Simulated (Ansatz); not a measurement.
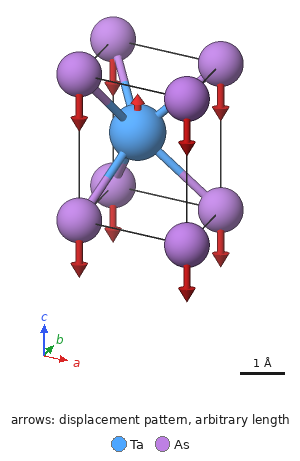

The lowest optical mode of solid TaAs (a generated structure), space group P-6m2 (No. 187), at the zone centre. Displacements are drawn as red arrows; their common scale and sign are arbitrary. The picture is a ball-and-stick view of the cell of the calculation, seen slightly off an axis.

Computed with Ansatz 0.2.0, DFT PBE, scalar-relativistic, plane waves, PAW. Settings: plane-wave cutoff 420 eV; k-point mesh 18 × 18 × 16; occupations fermi dirac; smearing width 0.15 eV; no spin polarisation.

The frequencies depend somewhat on the k-mesh and the smearing.

> Is the structure stable against all modes at this point?

Yes: this softest mode has a real frequency, and so have all others here. That speaks for this wave vector alone: the rest of the zone wasn't checked in this run. This is the A₂″ mode at 238 cm⁻¹, the lowest optical level, infrared-active by symmetry. The As sublattice moves against the Ta sublattice, along c; the kinetic energy is shared as As 71 %, Ta 29 %. The crystal is a metal, so free carriers screen the infrared response.
